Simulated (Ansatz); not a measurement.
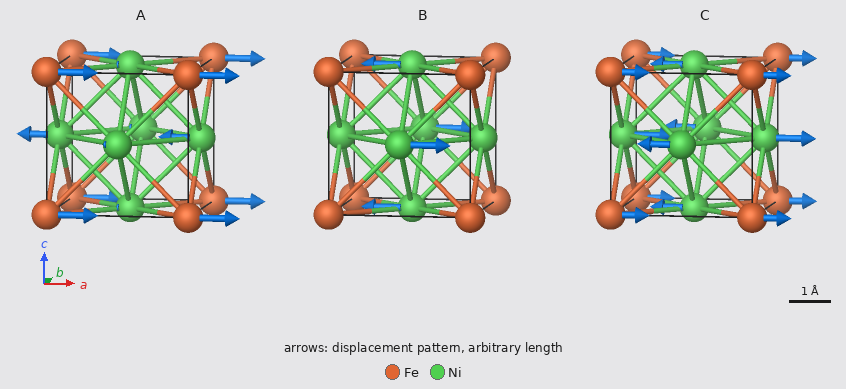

Modes of a crystal of FeNi₃, space group Pm-3m (No. 221), at the zone centre (one member of each degenerate set). The blue arrows are the displacements of the atoms (eigenvector over the root of the mass), of arbitrary overall length and sign. Style: ball-and-stick. Shown: the cell of the calculation, slightly off an axis.

All numbers below come from Ansatz 0.2.0, DFT PBE, scalar-relativistic, plane waves, PAW.

The frequencies depend somewhat on the k-mesh and the smearing.

Give the symmetry species and the selection rules of each.

Answer. A is T₁u, infrared-active by symmetry (203 cm⁻¹). B is T₂u, silent by symmetry (neither infrared- nor Raman-active) (199 cm⁻¹). C is T₁u, infrared-active by symmetry (270 cm⁻¹). The crystal has a centre of inversion, so no mode is both. In a metal the free carriers screen the infrared response.
